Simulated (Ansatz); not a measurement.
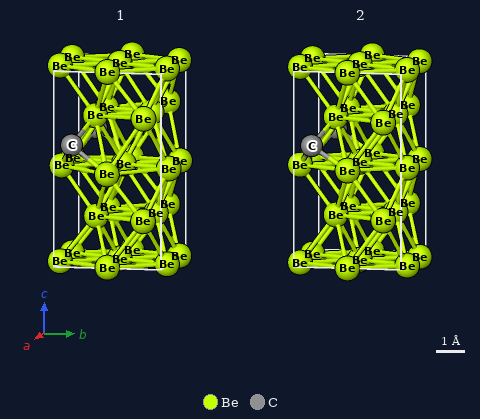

Two geometries of a defect cell of composition Be16C, drawn at one scale. One is the start of a relaxation, the other its converged end. Style: ball-and-stick. Shown: the cell of the calculation (origin shifted), slightly off an axis.

These are results of Ansatz, DFT PBE, scalar-relativistic, plane waves, PAW, not measurements. (plane-wave cutoff 420 eV; k-point mesh 2 × 3 × 2; occupations fermi dirac; smearing width 0.1 eV; no spin polarisation; atoms relaxed in a fixed cell; force threshold 0.08 eV/Å; at most 25 steps)

Which of the two is the end point?

Structure 1 is the relaxed one. It is an interstitial C in hcp Be. The run prepares the start of a later molecular dynamics calculation, from a guessed geometry. Over 5 geometry steps the energy falls by 0.721 eV per cell of the calculation. The largest force component goes from 1.6 to 0.042 eV/Å. A Be atom moves most: 0.16 Å roughly along [0 3 −1]. By element the largest moves are Be 0.16 Å, C 0.02 Å. The cell stays as it was. Among the contacts that change: Be–Be 2.229 → 2.478 Å, Be–Be 2.229 → 2.435 Å, Be–Be 2.290 → 2.488 Å, Be–Be 2.290 → 2.092 Å. Among the angles between lasting bonds that change: Be–C–Be 92.7° → 86.7°, Be–C–Be 91.9° → 86.7°, Be–C–Be 90.6° → 95.7°. Cost: 13 s on 1 thread of Arm Neoverse V1, on a shared host, peak memory 0.31 GiB.

Limits of the set-up: the k-point mesh is coarse for a cell with partly filled bands; the program's low-accuracy preset was used; the periodic images lie only 4.0 Å apart, so the values are limited by the cell's size.
